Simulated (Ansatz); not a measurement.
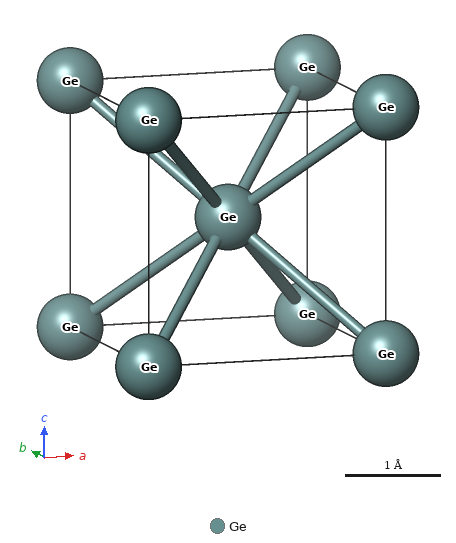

**Figure 1.** The structure as given in the input (ball-and-stick view of the cell 2 times as large as that of the calculation, set on its symmetry axes, seen slightly off an axis). An atom can appear more than once, as a periodic image. Near neighbours in the periodic cell (some may lie outside the picture): Ge has 8 Ge at 2.28 Å.

**Single-point calculation, with input and output: Ge**

The run: single-point calculation of Ge (1 atom in the cell). Method and program: DFT, LDA, PAW with Ansatz's default frozen-core files, scalar-relativistic, no spin polarisation (Ansatz 0.2.0).

Its volume is 0.51 times that of the source entry. It belongs to a series of runs on one base structure; here: volume scaled by 0.511, to set the pressure.

Output
```
Engine: ansatz 0.2.0, aarch64-unknown-linux-gnu
Pseudopotentials: kind: paw
Pseudopotential: Ge, paw, valence charge 14, recommended cutoff 420 eV (normal), Ge.paw.azcp
Functional definition: SPW92
  exchange = slater_x
  correlation = pw_c
Crystal: 1 atoms, lattice volume = 9.106 Å³
Basis set: ecut = 420 eV, 177 PW (Γ)
Bands: 11, of which v1, the nominal top of the filled ones, is band 7 counted from 1 (6 counted from 0)
Symmetry: 48 space group operations
Space group: Im-3m (ITA 229), of the structure as read, at distance tolerance 2.1e-5 Å
k-points: 256 of 8000
Non-local potential: Ge, projectors of the file, l = 0: 2, l = 1: 2, l = 2: 3, l = 3: 1
PAW form: soft (Blöchl's): semilocal exchange-correlation on the pseudo side does not see the compensation charge
PAW frozen core: Ge, regenerated for the run's functional, and the local potential with it (the file was generated under x = pbe(κ = 0.804, μ = 0.2195149727645171), c = pbe(β = 0.06672455060314922))
PAW one-centre angular grid: Ge, 590 points (default); XC on 64 Gauss nodes
Initial density: superposition of atomic densities (neutral atoms: chi_scale 0, normalization atom), corrected by the library's trained network
Initial wavefunctions: pseudopotential atomic-orbital guess
Functional: x = slater, c = lda
SCF iter   1: F=—  HF=-4211.848574 eV  |F-HF|=—  |Δ(HF+E_count)|=         —  Δρ=1.95e-2  dr2=9.15e-3  ethr=1.77e-3  ⟨swp⟩=4.9  Hψ=15132  notcnv=0
preconditioner: auto → none  [metal: Δε(μ)=0.044 eV  Ē_g=33.562 eV  σ=0.100 eV  W_gap=0.11  n_scr=0 (ndim 8)  ℏωp=46.0 eV  f_vac=0.000  D(μ)=0.25/eV (n_scr^D=0)]
SCF iter   2: F=—  HF=-4211.844217 eV  |F-HF|=—  |Δ(HF+E_count)|=   4.36e-3  Δρ=7.69e-3  dr2=1.49e-3  ethr=6.54e-5  ⟨swp⟩=2.6  Hψ=6765  notcnv=0  defer=2
SCF iter   3: F=—  HF=-4211.843929 eV  |F-HF|=—  |Δ(HF+E_count)|=   2.88e-4  Δρ=2.29e-3  dr2=1.24e-4  ethr=1.07e-5  ⟨swp⟩=1.0  Hψ=2765  notcnv=0  defer=2
SCF iter   4: F=—  HF=-4211.843897 eV  |F-HF|=—  |Δ(HF+E_count)|=   3.22e-5  Δρ=8.88e-5  dr2=1.97e-7  ethr=8.89e-7  ⟨swp⟩=2.2  Hψ=3710  notcnv=0  defer=2
SCF iter   5: F=—  HF=-4211.843896 eV  |F-HF|=—  |Δ(HF+E_count)|=   8.20e-7  Δρ=2.43e-5  dr2=2.74e-8  ethr=1.40e-9  ⟨swp⟩=2.0  Hψ=4561  notcnv=0  defer=2
SCF iter   6: F=-4211.843896 eV  HF=-4211.843896 eV  |F-HF|=3.40e-10  |Δ(HF+E_count)|=   1.76e-8  Δρ=2.03e-6  dr2=1.68e-10  ethr=1.95e-10  ⟨swp⟩=4.7  Hψ=14249  notcnv=0
SCF 1 converged in 6 iterations: F = -4211.843896 eV  dr2 = 1.68e-10
  greatest PAW one-centre occupation: 0.999 electrons in one spin orbital (limit 2), on the Ge atom at site 0 (counted from 0), in its partial waves of l = 2
SCF converged after 6 iterations
Free energy (F): -4211.843896 eV
Harris-Foulkes:  -4211.843896 eV  (|F-HF|=3.40e-10)
Internal energy: -4211.835493 eV  (E = F + TS)
E sigma→0 (E₀):  -4211.839695 eV
Entropy (-TS):   -0.008403 eV (-8.403 meV/atom)
Fermi energy:    26.418268 eV
--- Per-component energies (eV) ---
  E_band       = 74.657117
  E_kinetic    = 128.838552
  E_local      = -1495.162891  (includes V_loc(G=0)·N_el)
  E_nonlocal   = 425.627085
  E_hartree    = 702.695832
  E_xc         = -83.392669
  E_vxc        = -75.531654  (∫ρ·V_xc dr)
  E_paw        = -1940.415580  (= ΣΔE_a)
  E_vpaw       = -314.506562  (= ΣTr[D̂ρ^β])
  E_aug_tail   = 0.000226  (compensation charges beyond the density's cutoff)
  E_ewald      = -1951.934374
  E_core_change = 1.908326  (= ΣΔE_core)
  E_smearing   = -0.008403  (= −TS)
  E_closure    = 0.000000  (closes the sum)
  Σ components = -4211.843896   (vs F -4211.843896, Δ=0.00e0)
--- Forces (eV/Å), atoms counted from 1 ---
  atom   1  Ge    -0.00000000     0.00000000    -0.00000000
  max |Σ_I F_I| component: 3.12e-31 eV/Å
--- Stress (GPa, compression-positive) ---
      244.556556       0.000000       0.000000
        0.000000     244.556556      -0.000000
        0.000000       0.000000     244.556556
  P = ⅓ Tr σ = 244.5566 GPa (2445.566 kbar)
--- Band table (eV; the first three rows and the last of 256) ---
  k-point 0: bands = ["0.0024", "0.0024", "0.0024", "0.5771", "0.5771", "4.5459", "46.2381", "46.2381", "46.2381", "47.3620", "47.3620"]
  k-point 1: bands = ["-0.0045", "0.0063", "0.0242", "0.5701", "0.5773", "4.6588", "43.9175", "44.9205", "45.5616", "46.0948", "46.5117"]
  k-point 2: bands = ["-0.0247", "0.0146", "0.0876", "0.5505", "0.5777", "5.0000", "40.3577", "43.0452", "44.0301", "44.6141", "45.7910"]
  k-point 255: bands = ["-0.3881", "-0.3881", "0.8538", "0.8538", "0.8538", "24.7668", "24.7668", "24.7668", "30.0060", "30.0060", "31.1517"]
```

File rho_z.tsv
```
# z_ang	rho[e/angstrom^3]
# format = ansatz-planar-average/11
# lattice	-1.315505243	1.315505243	1.315505243
# lattice	1.315505243	-1.315505243	1.315505243
# lattice	1.315505243	1.315505243	-1.315505243
# sites	1
# site	32	0.000000000	0.000000000	0.000000000
0.000000	3.882479e0
0.142408	3.429228e0
0.284815	2.433015e0
0.427223	1.520265e0
0.569630	9.630755e-1
0.712038	6.905799e-1
0.854446	5.653633e-1
0.996853	5.095760e-1
1.139261	4.939108e-1
1.281669	5.095760e-1
1.424076	5.653633e-1
1.566484	6.905799e-1
1.708891	9.630755e-1
1.851299	1.520265e0
1.993707	2.433015e0
2.136114	3.429228e0
```

File v_z.tsv
```
# z_ang	v_es[eV]	v_tot[eV]
# format = ansatz-planar-average/11
# xc	lda
# density_cutoff_ev	1680
# datasets	Ge=:simpson_from_first_knot:soft:shift=-2816765
# lattice	-1.315505243	1.315505243	1.315505243
# lattice	1.315505243	-1.315505243	1.315505243
# lattice	1.315505243	1.315505243	-1.315505243
# sites	1
# site	32	0.000000000	0.000000000	0.000000000
0.000000	4.876300e0	-1.060646e1
0.142408	5.274106e0	-1.012040e1
0.284815	6.420223e0	-8.697812e0
0.427223	8.178917e0	-6.481396e0
0.569630	1.035582e1	-3.739253e0
0.712038	1.276934e1	-7.761283e-1
0.854446	1.520368e1	2.084871e0
0.996853	1.722495e1	4.367180e0
1.139261	1.806397e1	5.294423e0
1.281669	1.722495e1	4.367180e0
1.424076	1.520368e1	2.084871e0
1.566484	1.276934e1	-7.761283e-1
1.708891	1.035582e1	-3.739253e0
1.851299	8.178917e0	-6.481396e0
1.993707	6.420223e0	-8.697812e0
2.136114	5.274106e0	-1.012040e1
```

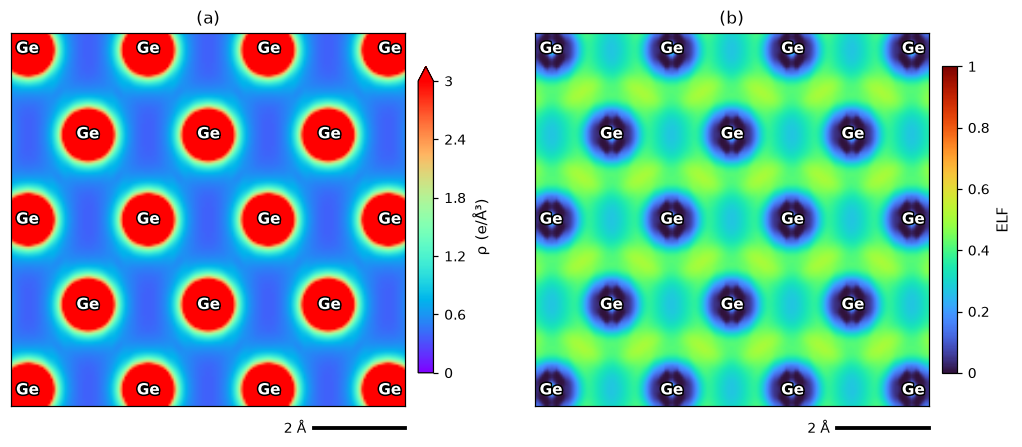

**Figure 2.** (a) valence electron density; (b) ELF on the (011) plane of the conventional cell. The section cuts through Ge sites. Away from the nuclei the density in this plane falls to 0.38 e/Å³ at its lowest. Core electrons are frozen (PAW), so the fields are smoothed inside the atomic spheres.

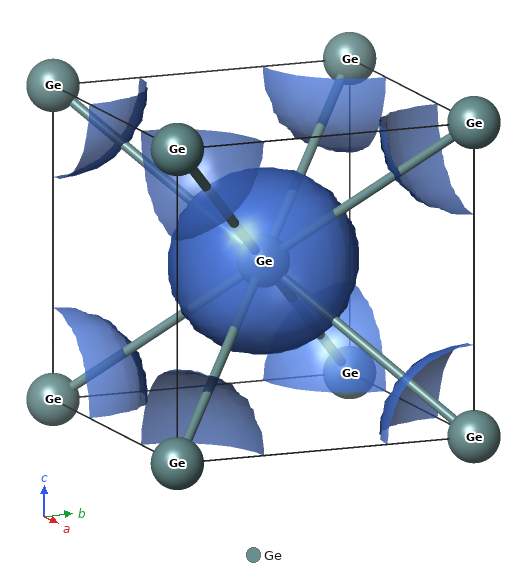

**Figure 3.** Isosurface of the valence charge density (pseudo) at 1 e/Å³ (blue), seen slightly off an axis. Sticks mark near contacts. The outline is the cell set on symmetry axes. At this value the density breaks into separate islands; it holds about 70 % of the electrons treated as valence (semicore included). It is pinched off along the Ge–Ge (2.28 Å) contacts. On the grid the lowest density along these lines, outside the cores, is 0.61 e/Å³ (Ge–Ge, 2.28 Å).

This output came from the following input.

The input
```yaml
crystal:
  lattice:
    - [-1.3155052429, 1.3155052429, 1.3155052429]
    - [1.3155052429, -1.3155052429, 1.3155052429]
    - [1.3155052429, 1.3155052429, -1.3155052429]
  atoms:
    - { symbol: Ge, position: [0.0, 0.0, 0.0] }
kpoints:
  mp_grid: { grid: [20, 20, 20] }
scf:
  occupations: { method: fermi_dirac, width: 0.1 }
hamiltonian:
  xc: lda
  pseudopotentials: { kind: paw }
output:
  forces: true
  stress: true
  eigenvalues: true
  write_density: true
  write_potential: true
  elf: true
  volumetric_format: npy
```

Launch command:
```bash
ansatz run input.yaml --threads 1 --pin off --max-ram 3584MiB --backend cpu --events-out ev --progress --plain --runs-dir out
```

Key numbers

| quantity | value |
| --- | --- |
| outcome | converged |
| space group (tolerance 0.01 Å) | Im-3m (229) |
| electrons treated | 14 |
| free energy | −4211.8439 eV |
| Fermi energy | 26.418 eV |
| pressure | 244.56 GPa |
| largest force (length of the vector) | under 0.001 eV/Å |
| hardware | 1 thread of Arm Neoverse V2, 112 GiB of memory available, shared host |
| wall time | 2.5 s |
| peak memory | 0.28 GiB |

Remarks

The cell is under a pressure of 245 GPa at this level, so it is not at its equilibrium volume.
